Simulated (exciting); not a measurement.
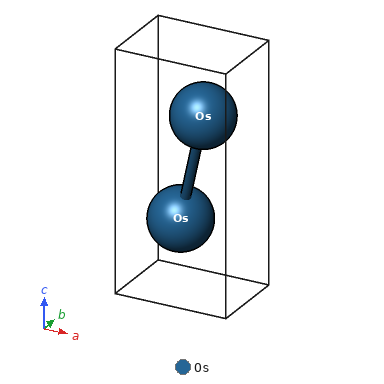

System: Os, space group P6_3/mmc (No. 194). The picture shows the conventional cell.

Structure:
```xyz
2
Lattice="2.7341 0.0000 0.0000 -1.3671 2.3678 0.0000 0.0000 0.0000 4.3197" Properties=species:S:1:pos:R:3 pbc="T T T"
Os    1.3671    0.7893    3.2398
Os    0.0000    1.5785    1.0799
```

How it was computed, with exciting sodium: all-electron LAPW DFT, no spin polarisation; energies at scaled volumes of the given cell, shape and fractions fixed, counted from the fit's minimum, third-order Birch-Murnaghan fit. Level: PBEsol.

- k mesh: 11×11×6
- occupations: Fermi–Dirac
- smearing width: 0.05 eV
- potentials: all electron LAPW+lo, shipped species files
- program settings: rgkmax 9

Describe the result: the energy against volume. The volume takes the values 13.14, 13.42, 13.70, 13.98, 14.26, 14.54, 14.82 Å³/atom.

A third-order Birch–Murnaghan fit gives V0 = 13.93 Å³/atom, B0 = 429 GPa and B′ = 4.5. The energy is 66.53 meV/atom at volume 13.14 Å³/atom and 67.88 meV/atom at 14.82 Å³/atom; the lowest computed point is at volume 13.98 Å³/atom (0.16 meV/atom), and no other minimum shows.

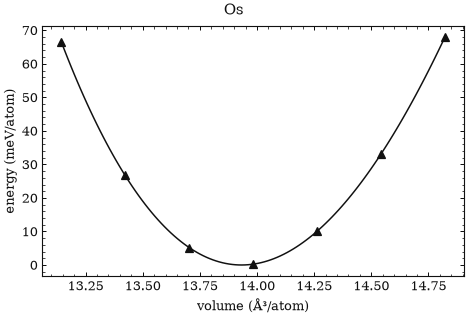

Caveats: shape and atomic fractions are frozen while scaling, which makes layered, chain and framework solids too stiff.
